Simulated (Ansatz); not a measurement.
# Molecular dynamics of glassy 71SiO2-29BaO (mol %) (65 atoms)

Aim: follow glassy 71SiO2-29BaO (mol %) (65 atoms) for a short time with forces from DFT, then look at structure and electrons in the last frame.

Program: Ansatz 0.2.0. Level of theory: Kohn-Sham DFT, PBE, PAW (set soft_2), plane waves. Results are calculated unless marked as measured.

## 1. Set-up

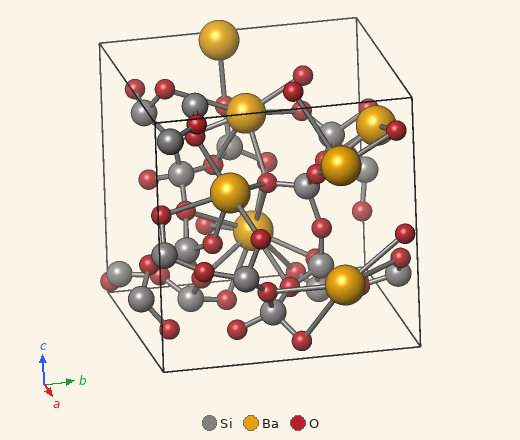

The starting structure, seen slightly off an axis (silicon grey, barium orange, oxygen red). Some periodic images of atoms are drawn too.

The cell holds 65 atoms: 17 Si, 7 Ba and 41 O. Cell: a = 10.034 Å, b = 10.034 Å, c = 10.034 Å, α = 90.0°, β = 90.0°, γ = 90.0°. 65 atoms (17 Si, 7 Ba, 41 O) placed at random at 3.34 g/cm³, melted at 4000 K for 10 ps at fixed volume with the Morse and Coulomb pair potential with partial charges (Pedone, Malavasi, Menziani, Cormack and Segre, J. Phys. Chem. B 110, 11780 (2006)). Quenched from 4000 K to 300 K at 100 K/ps and fixed volume, held 10 ps at zero pressure.

What the set-up can't give: The quench rate of 100 K/ps is many orders above laboratory rates, so the cell is likely richer in defects and strain than a real sample. The starting topology of bonds comes from the classical model. The Brillouin zone is sampled at Γ only, in a cell whose shortest periodic width is 10 Å. Spin–orbit coupling is left out, which matters for the levels of the heavy elements.

## 2. Dynamics at 900 K

A Langevin thermostat couples each atom to a heat bath, at the price of damped dynamics. The time step is 1.0 fs.

The input, input.yaml:

```yaml
crystal:
  lattice:
    - [10.03371, 0.0, 0.0]
    - [0.0, 10.03371, 0.0]
    - [0.0, 0.0, 10.03371]
  atoms:
    - { symbol: Si, position: [0.11357, 0.99035, 0.42734] }
    - { symbol: Si, position: [0.4902, 0.21022, 0.30384] }
    - { symbol: Si, position: [0.25095, 0.2477, 0.52964] }
    - { symbol: Si, position: [0.0467, 0.48182, 0.54924] }
    [... 55 atom lines left out ...]
    - { symbol: O, position: [0.82124, 0.45128, 0.21825] }
    - { symbol: O, position: [0.22248, 0.1579, 0.12429] }
    - { symbol: O, position: [0.75756, 0.98416, 0.28035] }
    - { symbol: O, position: [0.14666, 0.14254, 0.4852] }
    - { symbol: O, position: [0.67479, 0.35781, 0.03018] }
    - { symbol: O, position: [0.67314, 0.687, 0.62028] }
kpoints:
  mp_grid: { grid: [1, 1, 1] }
hamiltonian:
  xc: pbe
scf:
  occupations: { method: fermi_dirac, width: 0.025 }
output:
  forces: true
md:
  timestep: 1.0
  n_steps: 400
  ensemble: nvt_langevin
  temperature: 900
  initial_velocities: maxwell_boltzmann
  seed: 559
```

The run is started by

```sh
$ ansatz run input.yaml --threads 4 --pin off --max-ram 8192MiB --backend cpu --events-out ev --progress --plain --runs-dir out
```

Wall time 55 min (4 threads of Arm Neoverse N1, shared host); peak memory 1.2 GiB; 3.5 h of CPU time.

The program notes that it switched symmetry off.

Rows from the run:

```csv
time (fs),T (K),potential (meV/atom)
0.0,886,0.0
27.0,789,19.6
53.0,913,-0.7
80.0,920,5.5
107.0,736,34.8
133.0,866,11.8
160.0,922,20.2
187.0,947,13.5
213.0,844,34.0
240.0,987,2.3
267.0,883,23.6
293.0,973,14.9
320.0,888,7.9
347.0,865,8.2
373.0,1063,-5.3
400.0,850,11.3
```

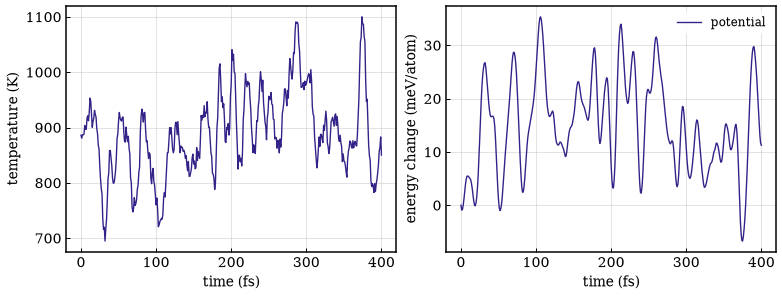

Temperature and energies against time.

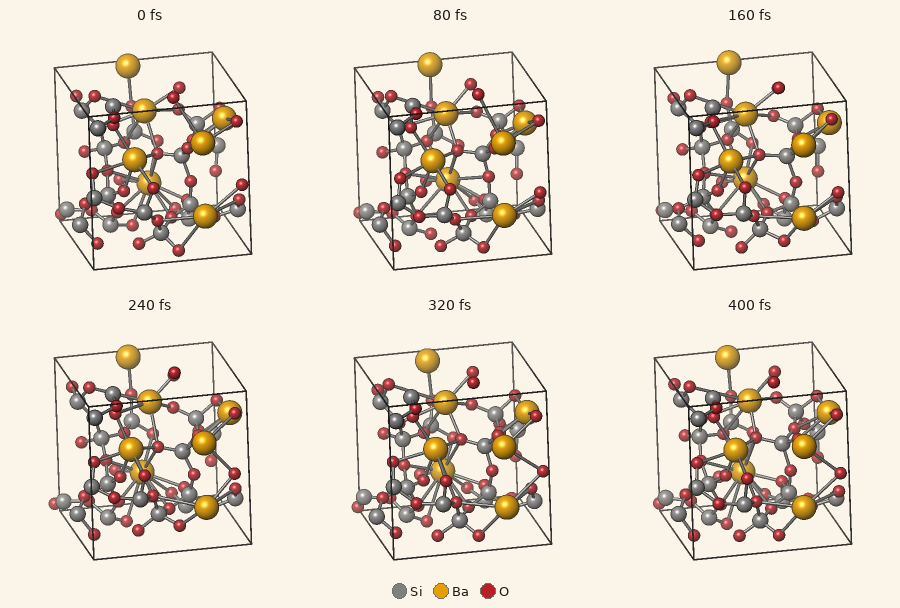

6 frames of the run. Bonds to atoms that aren't drawn are left out.

Mean square displacement from the first frame to the last: Si 0.069 Å², Ba 0.16 Å², O 0.16 Å².

The mean square displacement by time lag:

| time lag (fs) | Ba (Å²) | O (Å²) | Si (Å²) |
| --- | --- | --- | --- |
| 1.0 | 1.6e-5 | 1.3e-4 | 8.4e-5 |
| 25.0 | 0.00890 | 0.0501 | 0.0272 |
| 42.0 | 0.0230 | 0.0907 | 0.0416 |
| 67.0 | 0.0505 | 0.129 | 0.0600 |
| 92.0 | 0.0821 | 0.166 | 0.0776 |
| 108.0 | 0.103 | 0.184 | 0.0876 |
| 133.0 | 0.133 | 0.197 | 0.0950 |
| 158.0 | 0.162 | 0.197 | 0.0975 |
| 175.0 | 0.181 | 0.196 | 0.0970 |
| 200.0 | 0.206 | 0.196 | 0.0953 |

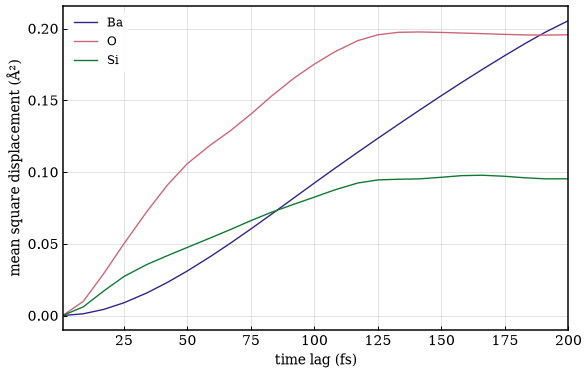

Mean square displacement against time lag.

Over the second half of 400 fs the temperature averages 921 K with swings of 72 K r.m.s. From first frame to last Ba has the largest mean square displacement, 0.16 Å² at the end; the farthest move is 0.79 Å. The count of bonds goes from 114 in the first frame to 114 in the last, by one set of cutoffs: 4 pairs passed out of them and 4 came within. The run spans 0.40 ps, too short for its means to be equilibrium values.

## 3. Local order late in the run

The g(r) is a mean over the second half; what follows it is taken at the last frame.

Density 3.44 g/cm³, 15.54 Å³ an atom.

Mean of 14 frames. Pair distribution functions g(r), in bins of 0.2 Å:

```
r (Å)  total   O-O   O-Si  O-Ba  Si-Si  Si-Ba  Ba-Ba
 1.40   0.03  0.00   0.08  0.00   0.00   0.00   0.00
 1.60   3.78  0.00  11.45  0.00   0.00   0.00   0.00
 1.80   0.96  0.00   2.91  0.00   0.00   0.00   0.00
 2.00   0.00  0.00   0.00  0.00   0.00   0.00   0.00
 2.20   0.01  0.01   0.00  0.04   0.00   0.00   0.00
 2.40   0.37  0.52   0.00  1.18   0.00   0.00   0.00
 2.60   1.79  3.61   0.00  2.58   0.00   0.00   0.00
 2.80   1.40  2.62   0.02  2.27   0.71   0.00   0.00
 3.00   0.83  0.76   0.20  1.27   4.15   0.15   0.00
 3.20   0.75  0.70   0.54  0.71   2.55   0.51   0.00
 3.40   0.89  0.76   1.06  0.75   0.53   1.84   0.00
 3.60   1.02  0.77   1.35  0.70   0.21   2.84   0.35
 3.80   1.01  0.70   1.39  0.74   0.22   2.61   0.80
 4.00   1.06  0.69   1.50  0.74   0.50   2.04   2.99
 4.20   1.19  0.72   1.81  0.95   1.02   1.25   3.63
 4.40   0.98  0.80   1.27  0.98   1.00   0.57   0.98
 4.60   0.88  0.97   0.73  1.21   0.95   0.27   0.55
 4.80   1.04  1.34   0.64  1.19   1.07   0.75   0.90
```

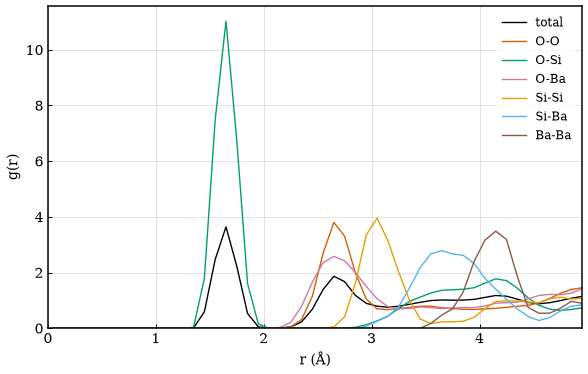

Pair distribution functions, lightly smoothed.

Bonds by pair of elements; cutoffs follow the first minimum of g(r), held within bounds set by covalent radii, and pairs that aren't listed don't count as bonded:

```csv
pair A-B,cutoff (Å),bonds,mean length (Å),spread (Å),shortest (Å),B about A,A about B
O-Si,2.16,68,1.65,0.062,1.54,1.66,4
O-Ba,3.33,46,2.80,0.264,2.29,1.12,6.57
```

How many atoms have how many bonded neighbours:

```csv
element,mean,2,3,4,5,6,7
Ba,6.57,0,0,0,1,1,5
O,2.78,14,22,5,0,0,0
Si,4,0,0,17,0,0,0
```

Bond angles, per cent of each kind in bins of 5°:

```
angle (°)  O-Ba-O  O-Si-O  Ba-O-Si  Si-O-Si  Ba-O-Ba
    40–45     0.8     0.0      0.0      0.0      0.0
    45–50     1.5     0.0      0.0      0.0      0.0
    50–55     7.7     0.0      0.0      0.0      0.0
    55–60     1.5     0.0      0.0      0.0      0.0
    60–65     1.5     0.0      0.0      0.0      0.0
    65–70     3.9     0.0      0.0      0.0      0.0
    70–75     6.2     0.0      0.0      0.0      0.0
    75–80     6.9     0.0      1.6      0.0      0.0
    80–85    10.0     0.0      7.8      0.0      5.3
    85–90     5.4     0.0      3.1      0.0      0.0
    90–95     4.6     5.9      7.8      0.0     21.1
   95–100     2.3     3.9     10.9      0.0     10.5
  100–105     8.5    18.6     12.5      0.0     15.8
  105–110     3.1    29.4      9.4      0.0     21.1
  110–115     2.3    18.6     12.5      7.4     10.5
  115–120     4.6    15.7      9.4      3.7      5.3
  120–125     3.9     2.9      1.6      7.4      0.0
  125–130     3.1     4.9      3.1     18.5      5.3
  130–135     3.9     0.0      4.7      7.4      0.0
  135–140     4.6     0.0      7.8      7.4      0.0
  140–145     1.5     0.0      1.6      7.4      0.0
  145–150     2.3     0.0      3.1      3.7      0.0
  150–155     1.5     0.0      1.6      7.4      0.0
  155–160     2.3     0.0      0.0     11.1      0.0
  160–165     5.4     0.0      1.6      7.4      5.3
  165–170     0.0     0.0      0.0      3.7      0.0
  170–175     0.8     0.0      0.0      3.7      0.0
  175–180     0.0     0.0      0.0      3.7      0.0
```

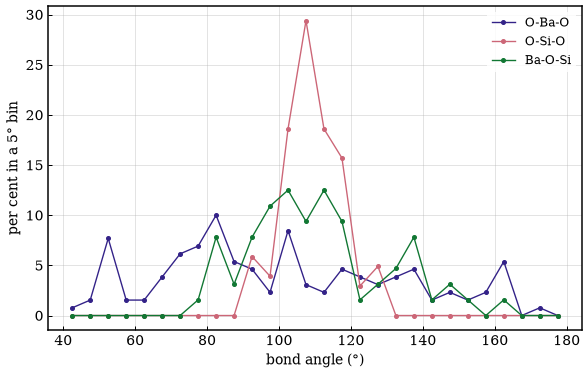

Distributions of the most common bond angles.

Bond angles (no mean is given where the spread exceeds 20°):

```
  angle  count  mean (°)  spread (°)
 O-Ba-O    130         -           -
 O-Si-O    102       109         7.8
Ba-O-Si     64       110        19.2
Si-O-Si     27       141        18.4
Ba-O-Ba     19       106        17.4
```

Oxygen atoms by the number of network formers (Si, P, Ge, B, Al, As, Ga) bound to them:

```csv
network formers bound to O,O atoms,per cent
0,0,0
1,14,34.1
2,27,65.9
```

Network units: each former by its oxygen neighbours and how many of them bridge to another former:

```csv
former,O neighbours,bridging O,atoms
Si,4,2,3
Si,4,3,8
Si,4,4,6
```

Bond length by coordination (bonds to H left out):

| element | coordination | atoms | mean bond length (Å) |
| --- | --- | --- | --- |
| Ba | 5 | 1 | 2.59 |
| Ba | 6 | 1 | 2.61 |
| Ba | 7 | 5 | 2.87 |
| O | 2 | 14 | 1.71 |
| O | 3 | 22 | 2.20 |
| O | 4 | 5 | 2.40 |

Rings of the network by King's shortest-path rule, up to 12 atoms, one path for each pair of neighbours; H, halogens, alkali and alkaline-earth atoms are left out, and the last column divides by all other atoms, bonded or not:

```csv
ring size (atoms),rings,per network atom
8,2,0.034
10,3,0.052
12,3,0.052
```

For some of the pairs, g(r) has its first main peak near 2.7 Å (O-O), 1.6 Å (O-Si), 2.7 Å (O-Ba) and 3.0 Å (Si-Si). By these cutoffs 71 % of Ba atoms have 7, 54 % of O atoms have 3 and all Si atoms have 4 bonded neighbours. 66 % of the oxygens bridge two formers (Si) and 34 % are non-bridging. The commonest Si unit has 4 oxygens, 3 of them shared with other formers (8 of 17 atoms). Rings of 10 and 12 atoms are the most common (38 % each of those counted); sizes run from 8 to 12, where the search stops.

## 4. Single point at the last frame

The last frame is solved once more, with the analyses that the dynamics left out.

The input, input.yaml:

```yaml
crystal:
  lattice:
    - [10.03371, 0.0, 0.0]
    - [0.0, 10.03371, 0.0]
    - [0.0, 0.0, 10.03371]
  atoms:
    - { symbol: Si, position: [0.08611, 0.99672, 0.44054] }
    - { symbol: Si, position: [0.47865, 0.21793, 0.30563] }
    - { symbol: Si, position: [0.238, 0.21962, 0.5396] }
    - { symbol: Si, position: [0.04531, 0.46058, 0.54716] }
    [... 55 atom lines left out ...]
    - { symbol: O, position: [0.794, 0.45042, 0.2685] }
    - { symbol: O, position: [0.23133, 0.15135, 0.12354] }
    - { symbol: O, position: [0.76645, 0.98009, 0.27213] }
    - { symbol: O, position: [0.08834, 0.15745, 0.50455] }
    - { symbol: O, position: [0.71984, 0.35119, 0.03115] }
    - { symbol: O, position: [0.66212, 0.75322, 0.60268] }
kpoints:
  mp_grid: { grid: [1, 1, 1] }
hamiltonian:
  xc: pbe
scf:
  occupations: { method: fermi_dirac, width: 0.025 }
output:
  forces: true
  stress: true
  populations: true
  dos:
    method: { smearing: { sigma: 0.1 } }
    de: 0.1
    projected: { site_lists: { Ba: [Ba], O: [O], Si: [Si] } }
  eigenvalues: true
  write_density: true
  write_potential: true
  volumetric_format: npy
```

It took 19 s on 4 threads; peak memory 1.1 GiB; 71 s of CPU time.

Numbers from this run:

- free energy: -75794.3112 eV
- free energy per atom: -1166.0663 eV/atom
- SCF cycles: 9
- pressure: 1.407 GPa
- r.m.s. force component: 1.251 eV/Å
- longest force: 4.338 eV/Å
- Fermi energy: 6.331 eV
- gap (highest filled to lowest empty level): 3.659 eV
- spilling of the projection: 0.01434

Neighbours are counted within 2.16 Å (O-Si), 3.33 Å (O-Ba), the cutoffs taken from the dynamics.

Length of the force by element and coordination:

| element | coordination | atoms | mean length of the force (eV/Å) | spread | least | most |
| --- | --- | --- | --- | --- | --- | --- |
| Ba | all | 7 | 1.27 | 0.350 | 0.791 | 1.85 |
| Ba | 5 | 1 | 1.48 | 0 | 1.48 | 1.48 |
| Ba | 6 | 1 | 1.85 | 0 | 1.85 | 1.85 |
| Ba | 7 | 5 | 1.11 | 0.263 | 0.791 | 1.55 |
| O | all | 41 | 1.91 | 0.809 | 0.607 | 3.77 |
| O | 2 | 14 | 1.94 | 0.862 | 0.608 | 3.77 |
| O | 3 | 22 | 1.83 | 0.767 | 0.607 | 3.40 |
| O | 4 | 5 | 2.19 | 0.766 | 1.52 | 3.59 |
| Si | all | 17 | 2.47 | 0.869 | 1.01 | 4.34 |

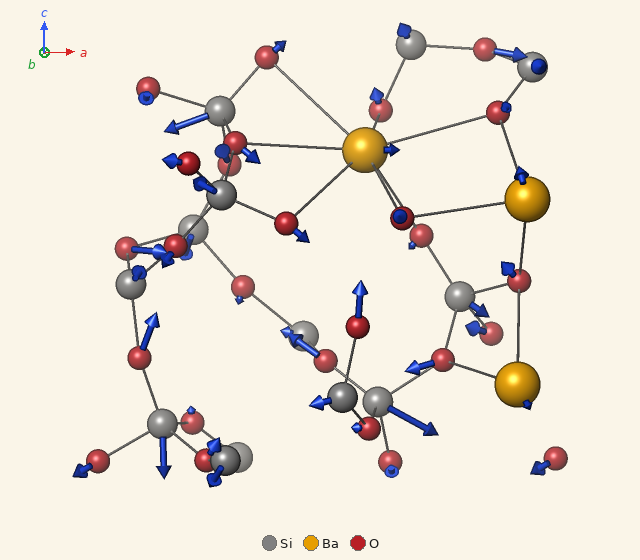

Forces as arrows; the longest in the cell is 4.34 eV/Å. Drawn is a slice 6 Å thick, seen along the normal of the ac plane. Bonds to atoms that aren't drawn are left out.

Löwdin charges by element and coordination (they lack the spilled electrons, 0.085 e an atom on average):

```
element  coordination  atoms  mean charge (e)  spread   least    most
     Ba           all      7             1.85  0.0122    1.84    1.87
     Ba             5      1             1.86       0    1.86    1.86
     Ba             6      1             1.84       0    1.84    1.84
     Ba             7      5             1.86  0.0119    1.84    1.87
      O           all     41           -0.870  0.0968   -1.04  -0.720
      O             2     14           -0.813  0.0659  -0.967  -0.720
      O             3     22           -0.894  0.0972   -1.04  -0.769
      O             4      5           -0.922  0.0929   -1.04  -0.828
     Si           all     17             1.66   0.059    1.54    1.75
```

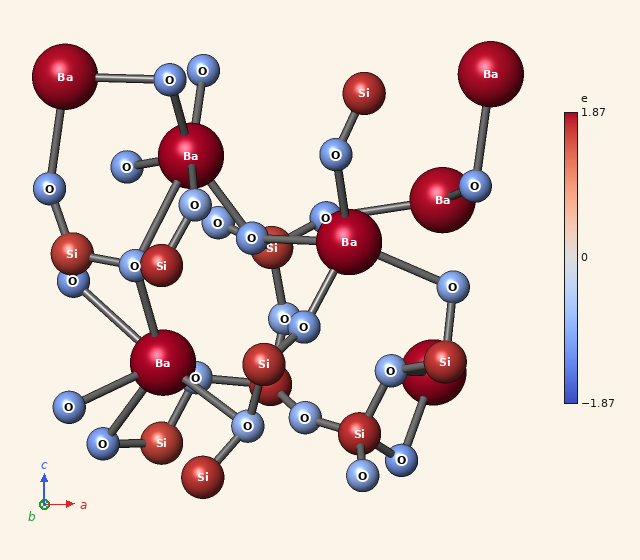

Atoms coloured by Löwdin charge. Drawn is a slice 6 Å thick, seen along the normal of the ac plane.

Density of states as counts of states in windows of 1 eV (from the Fermi level), total and the larger projections:

```csv
from (eV),to (eV),total,O p,Si p,Ba p
-14,-13,6.9,0.2,0.1,6.6
-13,-12,19.6,1.2,0.2,17.9
-12,-11,21.6,5.3,0.4,13.8
-11,-10,8.7,5.6,0.7,0.4
-10,-9,11.0,7.6,1.3,0.2
-9,-8,16.9,12.5,3.0,0.1
-8,-7,13.5,10.2,2.4,0.1
-7,-6,24.3,19.4,2.4,0.2
-6,-5,38.9,33.3,2.4,0.4
-5,-4,45.0,40.6,1.5,0.5
-4,-3,43.0,39.5,1.1,0.6
-3,-2,32.8,30.7,0.7,0.4
-2,-1,5.7,5.4,0.2,0.0
-1,1,0.0,0.0,0.0,0.0
1,2,2.0,0.1,0.1,0.0
2,3,2.9,0.3,0.5,0.0
3,4,19.4,1.5,2.8,0.0
4,5,31.6,2.5,5.6,0.0
```

Between -26 and -14 eV lie 83 more states.

About 13 of the 384 electrons lie in deeper levels, below the stored range.

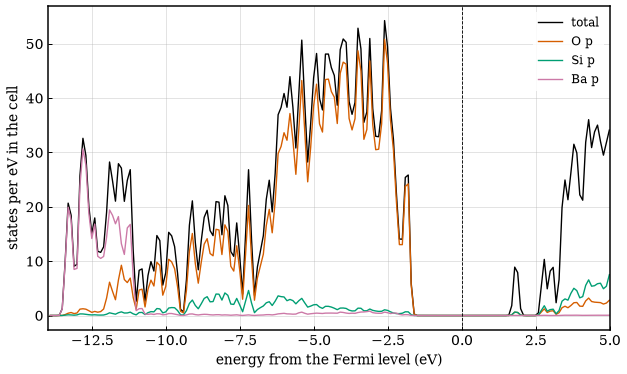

Total and projected density of states, with the broadening of the input.

The levels nearest the highest filled one (over half full), pooled over k-points and spins:

| level less the highest filled one (eV) | occupation |
| --- | --- |
| -0.462 | 2 |
| -0.374 | 2 |
| -0.224 | 2 |
| -0.0555 | 2 |
| -0.0287 | 2 |
| 0 | 2 |
| 3.66 | 0 |
| 4.60 | 0 |
| 4.87 | 0 |
| 5.20 | 0 |
| 5.29 | 0 |
| 5.34 | 0 |

Mean Löwdin charges: Ba +1.85, O -0.87, Si +1.66 e (they miss 1.4 % of the electrons, so they add up to more than the cell's charge).

## 5. Outcome

```json
{
 "mean temperature, second half": "921.3 K",
 "temperature swing, second half": "71.98 K",
 "free energy per atom": "-1166.0663 eV/atom",
 "pressure": "1.407 GPa",
 "r.m.s. force component": "1.251 eV/Å",
 "gap (highest filled to lowest empty level)": "3.659 eV",
 "wall time of the 2 DFT runs": "55 min"
}
```

In words: Over the second half of 400 fs the temperature averages 921 K with swings of 72 K r.m.s. The count of bonds goes from 114 in the first frame to 114 in the last, by one set of cutoffs: 4 pairs passed out of them and 4 came within. The run spans 0.40 ps, too short for its means to be equilibrium values. Counting bonds as in the table, 71 % of Ba atoms have 7, 54 % of O atoms have 3 and all Si atoms have 4 bonded neighbours. 66 % of the oxygens bridge two formers (Si) and 34 % are non-bridging. Filled and empty levels are parted by 3.66 eV (at Γ alone); a semilocal functional tends to put such gaps too low. In a disordered cell it changes from sample to sample, and tail or defect levels can set it.

What to keep in mind: The starting topology of bonds comes from the classical model; in DFT 4 of its 114 bonded pairs passed out of the cutoffs and 4 came within them. The stress is far from hydrostatic: its diagonal is 2.9, 1.6, -0.2 GPa, compression counted positive. The pressure of a single frame lacks the kinetic term, about 0.82 GPa here.

[Logs are printed without paths, hosts, clocks, repeated set-up lines and the standing remarks that a program may print on its own settings, such as how far it seeks lower states.]

[Hosts, paths, dates, database ids (printed as entryN), source tags and the programs' standing remarks are cut or masked in the printed files.]
